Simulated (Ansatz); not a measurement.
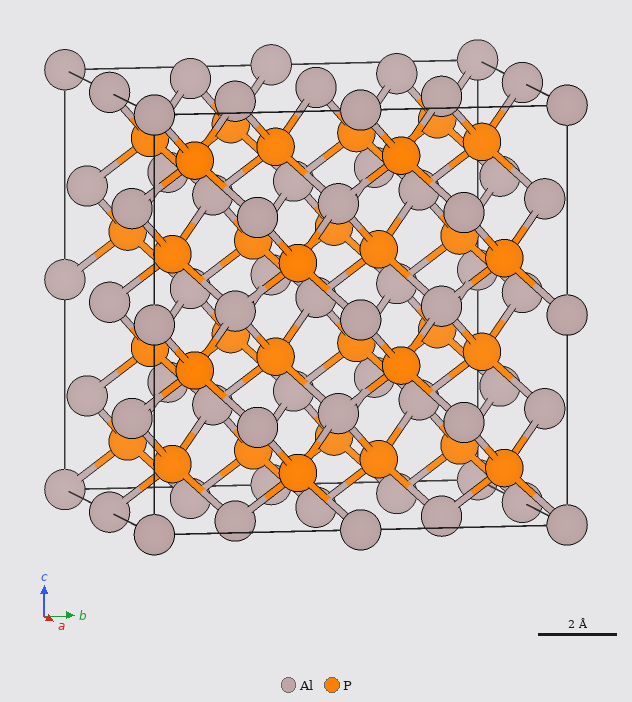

Fig. 1: The structure as given in the input (ball-and-stick view of the cell of the calculation, seen slightly off an axis).

# Geometry relaxation, with input and output: Al$_{32}$P$_{32}$ (part 1 of 2)

The run: geometry relaxation of Al$_{32}$P$_{32}$ (F-43m, 64 atoms in the cell). Method and program: DFT, PBEsol, PAW, plane waves (Ansatz 0.2.0).

The structure was built on a prototype by a generator.

### Output
```
Pseudopotentials: kind: paw
Functional definition: PBEsol
  exchange = pbesol_x
  correlation = pbesol_c
Crystal: 64 atoms, lattice volume = 1309.339 Å³
Basis set: ecut = 420 eV, 25677 PW (Γ), exchange–correlation on 150×150×150 points (8 copies of the dense FFT grid, shifted against one another)
Bands: 192, of which v1, the nominal top of the filled ones, is band 128 counted from 1 (127 counted from 0)
Symmetry: 768 space group operations
Space group: F-43m (ITA 216), of the structure as read, at distance tolerance 1.1e-4 Å
k-points: 1
Non-local potential: Al, projectors of the file, l = 0: 2, l = 1: 2, l = 2: 1
Non-local potential: P, projectors of the file, l = 0: 2, l = 1: 2, l = 2: 2
PAW form: soft (Blöchl's): semilocal exchange-correlation on the pseudo side does not see the compensation charge
PAW frozen core: Al, regenerated for the run's functional, and the local potential with it (the file was generated under x = pbe(κ = 0.804, μ = 0.2195149727645171), c = pbe(β = 0.06672455060314922))
PAW frozen core: P, regenerated for the run's functional, and the local potential with it (the file was generated under x = pbe(κ = 0.804, μ = 0.2195149727645171), c = pbe(β = 0.06672455060314922))
PAW one-centre angular grid: Al, 110 points (default); XC on 64 Gauss nodes
PAW one-centre angular grid: P, 110 points (default); XC on 64 Gauss nodes
Initial density: superposition of atomic densities (neutral atoms: chi_scale 0, normalization atom), corrected by the library's trained network
Initial wavefunctions: pseudopotential atomic-orbital guess
Functional: x = pbesol(κ = 0.804, μ = 0.12345679012345678), c = pbesol(β = 0.046)
SCF iter   1: F=—  HF=-40500.492744 eV  |F-HF|=—  |Δ(HF+E_count)|=         —  Δρ=2.11e-3  dr2=1.01e-1  ethr=1.77e-3  ⟨swp⟩=9.0  Hψ=1164  notcnv=0
preconditioner: auto → Resta (q_TF=auto, 2.079 Å⁻¹)  ε∞=4.8  [insulator: Δε(μ)=3.080 eV  Ē_g=8.388 eV  σ=0.010 eV  W_gap=1.00  n_scr=202 (ndim 8)  ℏωp=16.4 eV  f_vac=0.000  D(μ)=0.00/eV (n_scr^D=0)  ε∞_Penn≈4.8]
SCF iter   2: F=—  HF=-40500.482869 eV  |F-HF|=—  |Δ(HF+E_count)|=   9.87e-3  Δρ=9.15e-4  dr2=1.66e-2  ethr=3.95e-5  ⟨swp⟩=2.0  Hψ=309  notcnv=0  defer=16
SCF iter   3: F=—  HF=-40500.481091 eV  |F-HF|=—  |Δ(HF+E_count)|=   1.78e-3  Δρ=2.87e-4  dr2=1.74e-3  ethr=6.48e-6  ⟨swp⟩=3.0  Hψ=304  notcnv=0  defer=40
SCF iter   4: F=—  HF=-40500.481234 eV  |F-HF|=—  |Δ(HF+E_count)|=   1.43e-4  Δρ=4.66e-5  dr2=2.97e-5  ethr=6.81e-7  ⟨swp⟩=3.0  Hψ=295  notcnv=0  defer=40
SCF iter   5: F=—  HF=-40500.480560 eV  |F-HF|=—  |Δ(HF+E_count)|=   6.74e-4  Δρ=6.98e-6  dr2=5.83e-7  ethr=1.16e-8  ⟨swp⟩=2.0  Hψ=264  notcnv=0  defer=40
SCF iter   6: F=-40500.480560 eV  HF=-40500.480560 eV  |F-HF|=5.36e-9  |Δ(HF+E_count)|=   4.40e-7  Δρ=7.24e-7  dr2=4.18e-9  ethr=3.91e-11  ⟨swp⟩=13.0  Hψ=1167  notcnv=0
SCF 1 converged in 6 iterations: F = -40500.480560 eV  dr2 = 4.18e-9
  greatest PAW one-centre occupation: 0.774 electrons in one spin orbital (limit 2), on the P atom at site 63 (counted from 0), in its partial waves of l = 0
relax step   1: F+E_penalty+E_count = -40500.48056038 eV  Δ(F+E_penalty+E_count) = +0.000e0 eV  max|allowed force component| = 1.413e-24 eV/Å  Δτ_max = 0.0000 Å  P = +0.437 GPa  Ω = 1309.339 Å³  fix = [alpha, beta, gamma, b/a, c/a]  (6 SCF iters, dr2 threshold 1.00e-7 eV, accepted)
Crystal: 64 atoms, lattice volume = 1314.765 Å³
Initial density: handed on by an earlier stage of this run
Initial wavefunctions: those handed on with the density
iter 1 solved again at ethr=4.87e-7 eV; its pass at ethr=3.10e-3 eV (dr2=1.25e-3 eV) is discarded
SCF iter   1: F=—  HF=-40500.489201 eV  |F-HF|=—  |Δ(HF+E_count)|=         —  Δρ=2.32e-4  dr2=1.18e-3  ethr=4.87e-7  ⟨swp⟩=3.0  Hψ=915  notcnv=0
preconditioner: auto → Resta (q_TF=auto, 2.077 Å⁻¹)  ε∞=4.8  [insulator: Δε(μ)=3.102 eV  Ē_g=8.388 eV  σ=0.010 eV  W_gap=1.00  n_scr=202 (ndim 8)  ℏωp=16.4 eV  f_vac=0.000  D(μ)=0.00/eV (n_scr^D=0)  ε∞_Penn≈4.8]
SCF iter   2: F=—  HF=-40500.488877 eV  |F-HF|=—  |Δ(HF+E_count)|=   3.24e-4  Δρ=1.21e-4  dr2=3.17e-4  ethr=4.62e-7  ⟨swp⟩=2.0  Hψ=312  notcnv=0
SCF iter   3: F=—  HF=-40500.488037 eV  |F-HF|=—  |Δ(HF+E_count)|=   8.40e-4  Δρ=2.17e-5  dr2=1.03e-5  ethr=1.24e-7  ⟨swp⟩=2.0  Hψ=320  notcnv=0
SCF iter   4: F=-40500.488042 eV  HF=-40500.488041 eV  |F-HF|=4.48e-7  |Δ(HF+E_count)|=   4.50e-6  Δρ=5.32e-6  dr2=4.67e-7  ethr=1.86e-10  ⟨swp⟩=6.0  Hψ=968  notcnv=0
SCF 2 converged in 4 iterations: F = -40500.488042 eV  dr2 = 4.67e-7
relax step   2: F+E_penalty+E_count = -40500.48804174 eV  Δ(F+E_penalty+E_count) = -7.481e-3 eV  max|allowed force component| = 1.852e-23 eV/Å  Δτ_max = 0.0000 Å  P = +0.072 GPa  Ω = 1314.765 Å³  energy of the carried Pulay correction = -1.123e-3 eV  fix = [alpha, beta, gamma, b/a, c/a]  (4 SCF iters, dr2 threshold 4.77e-7 eV, accepted)
Crystal: 64 atoms, lattice volume = 1315.848 Å³
iter 1 solved again at ethr=2.06e-8 eV; its pass at ethr=3.10e-3 eV (dr2=5.26e-5 eV) is discarded
SCF iter   1: F=—  HF=-40500.488829 eV  |F-HF|=—  |Δ(HF+E_count)|=         —  Δρ=4.61e-5  dr2=5.02e-5  ethr=2.06e-8  ⟨swp⟩=3.0  Hψ=830  notcnv=0
preconditioner: auto → Resta (q_TF=auto, 2.077 Å⁻¹)  ε∞=4.8  [insulator: Δε(μ)=3.104 eV  Ē_g=8.386 eV  σ=0.010 eV  W_gap=1.00  n_scr=202 (ndim 8)  ℏωp=16.4 eV  f_vac=0.000  D(μ)=0.00/eV (n_scr^D=0)  ε∞_Penn≈4.8]
SCF iter   2: F=—  HF=-40500.488799 eV  |F-HF|=—  |Δ(HF+E_count)|=   2.96e-5  Δρ=2.49e-5  dr2=1.46e-5  ethr=1.96e-8  ⟨swp⟩=2.0  Hψ=271  notcnv=0
SCF iter   3: F=—  HF=-40500.488065 eV  |F-HF|=—  |Δ(HF+E_count)|=   7.34e-4  Δρ=4.87e-6  dr2=4.94e-7  ethr=5.70e-9  ⟨swp⟩=3.0  Hψ=324  notcnv=0
SCF iter   4: F=—  HF=-40500.488065 eV  |F-HF|=—  |Δ(HF+E_count)|=   3.07e-7  Δρ=1.02e-6  dr2=1.67e-8  ethr=1.93e-10  ⟨swp⟩=3.0  Hψ=384  notcnv=0
SCF iter   5: F=-40500.488065 eV  HF=-40500.488065 eV  |F-HF|=1.16e-10  |Δ(HF+E_count)|=   1.93e-8  Δρ=1.28e-7  dr2=1.60e-10  ethr=5.11e-12  ⟨swp⟩=5.0  Hψ=590  notcnv=0
SCF 3 converged in 5 iterations: F = -40500.488065 eV  dr2 = 1.60e-10
relax step   3: F+E_penalty+E_count = -40500.48806540 eV  Δ(F+E_penalty+E_count) = -2.367e-5 eV  max|allowed force component| = 4.288e-25 eV/Å  Δτ_max = 0.0000 Å  P = +0.001 GPa  Ω = 1315.848 Å³  energy of the carried Pulay correction = -1.347e-3 eV  fix = [alpha, beta, gamma, b/a, c/a]  (5 SCF iters, dr2 threshold 1.31e-8 eV, accepted)
Initial wavefunctions: pseudopotential atomic-orbital guess (no wavefunctions were taken with the density)
iter 1 solved again at ethr=3.72e-7 eV; its pass at ethr=3.10e-3 eV (dr2=9.53e-4 eV) is discarded
SCF iter   1: F=—  HF=-40500.491253 eV  |F-HF|=—  |Δ(HF+E_count)|=         —  Δρ=7.78e-6  dr2=7.91e-8  ethr=3.72e-7  ⟨swp⟩=4.0  Hψ=1743  notcnv=0
eigensolver tolerance schedule: the retry pair's looser diagonalisation over-reported the residual by 12059.48 of it (diagonalisation noise at an unbounded share of the residual, at the tolerance the schedule requests for it); recorded, not acted on — ethr = c·dr2/N_el stays at c = 1.0e-1
preconditioner: auto → Resta (q_TF=auto, 2.077 Å⁻¹)  ε∞=4.8  [insulator: Δε(μ)=3.105 eV  Ē_g=8.386 eV  σ=0.010 eV  W_gap=1.00  n_scr=202 (ndim 8)  ℏωp=16.4 eV  f_vac=0.000  D(μ)=0.00/eV (n_scr^D=0)  ε∞_Penn≈4.8]
SCF iter   2: F=—  HF=-40500.490501 eV  |F-HF|=—  |Δ(HF+E_count)|=   7.52e-4  Δρ=4.11e-6  dr2=2.44e-8  ethr=3.09e-11  ⟨swp⟩=4.0  Hψ=455  notcnv=0
SCF iter   3: F=—  HF=-40500.490502 eV  |F-HF|=—  |Δ(HF+E_count)|=   2.15e-7  Δρ=9.20e-7  dr2=1.90e-9  ethr=9.53e-12  ⟨swp⟩=2.0  Hψ=320  notcnv=0
SCF iter   4: F=-40500.490502 eV  HF=-40500.490502 eV  |F-HF|=5.09e-11  |Δ(HF+E_count)|=   1.11e-8  Δρ=1.58e-7  dr2=2.10e-10  ethr=1.00e-12  ⟨swp⟩=7.0  Hψ=700  notcnv=0
SCF 4 converged in 4 iterations: F = -40500.490502 eV  dr2 = 2.10e-10
relax step   4: F+E_penalty+E_count = -40500.49050156 eV  Δ(F+E_penalty+E_count) = -2.436e-3 eV  max|allowed force component| = 1.602e-25 eV/Å  Δτ_max = 0.0000 Å  P = +0.003 GPa  Ω = 1315.848 Å³  fix = [alpha, beta, gamma, b/a, c/a]  stress off target by 3.42e-3 GPa on what of the cell is left free  SCF on the basis re-selected at this cell (its energy is not comparable with the rows above)  (4 SC
```

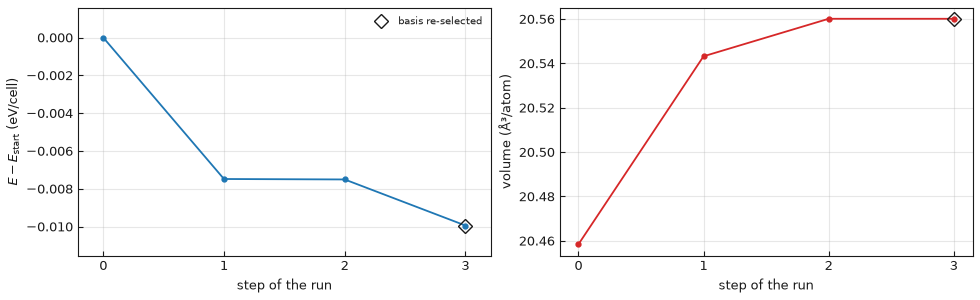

Fig. 2: Progress of the relaxation, step by step (the first geometry is step 0 here and step 1 in the log). The atoms keep their places relative to the cell (all moves are under 0.005 Å). Cell: a = b = c 10.940 → 10.958 Å (+0.2 %). Volume +0.5 %. The space group stays F-43m (No. 216). Over 2 geometry steps the energy falls by 7.5 meV per cell of the calculation. All forces vanish by symmetry, so only the cell relaxes. The pressure goes from 0.44 to 0.00 GPa. A last SCF at the same geometry on a re-selected plane-wave basis shifts the energy by −2.4 meV per cell of the calculation.

```
SCF converged after 4 iterations
Free energy (F): -40500.490502 eV
Harris-Foulkes:  -40500.490502 eV  (|F-HF|=5.09e-11)
Internal energy: -40500.490502 eV  (E = F + TS)
E sigma→0 (E₀):  -40500.490502 eV
Fermi energy:    6.036603 eV
--- Per-component energies (eV) ---
  E_band       = 127.194407
  E_kinetic    = 2999.824398
  E_local      = -2664.078448  (includes V_loc(G=0)·N_el)
  E_nonlocal   = 1432.621450
  E_hartree    = 801.650447
  E_xc         = -3216.375533
  E_vxc        = -2879.329916  (∫ρ·V_xc dr)
  E_paw        = -32289.590979  (= ΣΔE_a)
  E_vpaw       = -365.143713  (= ΣTr[D̂ρ^β])
  E_aug_tail   = 0.000018  (compensation charges beyond the density's cutoff)
  E_ewald      = -7566.629378
  E_core_change = 2.087523  (= ΣΔE_core)
  E_smearing   = -0.000000  (= −TS)
  E_closure    = -0.000000  (closes the sum)
  Σ components = -40500.490502   (vs F -40500.490502, Δ=0.00e0)
--- Forces (eV/Å), atoms counted from 1 ---
  atom   1  Al     0.00000000     0.00000000     0.00000000
  atom   2  Al     0.00000000     0.00000000    -0.00000000
  atom   3  Al     0.00000000     0.00000000     0.00000000
  atom   4  Al     0.00000000     0.00000000     0.00000000
  atom   5  Al     0.00000000     0.00000000     0.00000000
  atom   6  Al     0.00000000     0.00000000    -0.00000000
  atom   7  Al     0.00000000     0.00000000     0.00000000
  atom   8  Al     0.00000000     0.00000000     0.00000000
  atom   9  Al     0.00000000     0.00000000    -0.00000000
  atom  10  Al     0.00000000     0.00000000    -0.00000000
  atom  11  Al     0.00000000     0.00000000    -0.00000000
  atom  12  Al     0.00000000     0.00000000     0.00000000
  atom  13  Al     0.00000000     0.00000000    -0.00000000
  atom  14  Al     0.00000000     0.00000000     0.00000000
  atom  15  Al     0.00000000     0.00000000    -0.00000000
  atom  16  Al     0.00000000     0.00000000    -0.00000000
  atom  17  Al     0.00000000     0.00000000    -0.00000000
  atom  18  Al     0.00000000     0.00000000    -0.00000000
  atom  19  Al     0.00000000     0.00000000    -0.00000000
  atom  20  Al     0.00000000     0.00000000     0.00000000
  atom  21  Al    -0.00000000     0.00000000     0.00000000
  atom  22  Al     0.00000000     0.00000000     0.00000000
  atom  23  Al     0.00000000     0.00000000     0.00000000
  atom  24  Al     0.00000000     0.00000000     0.00000000
  atom  25  Al    -0.00000000     0.00000000     0.00000000
  atom  26  Al     0.00000000     0.00000000    -0.00000000
  atom  27  Al    -0.00000000     0.00000000    -0.00000000
  atom  28  Al     0.00000000     0.00000000     0.00000000
  atom  29  Al     0.00000000     0.00000000     0.00000000
  atom  30  Al     0.00000000     0.00000000     0.00000000
  atom  31  Al    -0.00000000     0.00000000     0.00000000
  atom  32  Al     0.00000000     0.00000000     0.00000000
  atom  33  P      0.00000000     0.00000000    -0.00000000
  atom  34  P      0.00000000     0.00000000     0.00000000
  atom  35  P      0.00000000     0.00000000     0.00000000
  atom  36  P     -0.00000000     0.00000000     0.00000000
  atom  37  P      0.00000000     0.00000000     0.00000000
  atom  38  P      0.00000000     0.00000000     0.00000000
  atom  39  P      0.00000000     0.00000000     0.00000000
  atom  40  P      0.00000000     0.00000000     0.00000000
  atom  41  P     -0.00000000    -0.00000000    -0.00000000
  atom  42  P      0.00000000    -0.00000000    -0.00000000
  atom  43  P      0.00000000    -0.00000000    -0.00000000
  atom  44  P      0.00000000    -0.00000000     0.00000000
  atom  45  P     -0.00000000    -0.00000000    -0.00000000
  atom  46  P      0.00000000     0.00000000     0.00000000
  atom  47  P      0.00000000    -0.00000000    -0.00000000
  atom  48  P     -0.00000000     0.00000000     0.00000000
  atom  49  P     -0.00000000     0.00000000     0.00000000
  atom  50  P     -0.00000000     0.00000000     0.00000000
  atom  51  P      0.00000000     0.00000000     0.00000000
  atom  52  P     -0.00000000     0.00000000     0.00000000
  atom  53  P     -0.00000000     0.00000000     0.00000000
  atom  54  P      0.00000000     0.00000000    -0.00000000
  atom  55  P     -0.00000000     0.00000000    -0.00000000
  atom  56  P     -0.00000000     0.00000000     0.00000000
  atom  57  P      0.00000000     0.00000000    -0.00000000
  atom  58  P     -0.00000000    -0.00000000    -0.00000000
  atom  59  P      0.00000000     0.00000000     0.00000000
  atom  60  P      0.00000000     0.00000000    -0.00000000
  atom  61  P      0.00000000    -0.00000000    -0.00000000
  atom  62  P      0.00000000     0.00000000     0.00000000
  atom  63  P      0.00000000    -0.00000000     0.00000000
  atom  64  P      0.00000000     0.00000000    -0.00000000
  max |Σ_I F_I| component: 3.12e-24 eV/Å
--- Stress (GPa, compression-positive) ---
        0.003417       0.000000       0.000000
        0.000000       0.003417       0.000000
        0.000000       0.000000       0.003417
  P = ⅓ Tr σ = 0.0034 GPa (0.034 kbar)
--- Band table (eV) ---
```
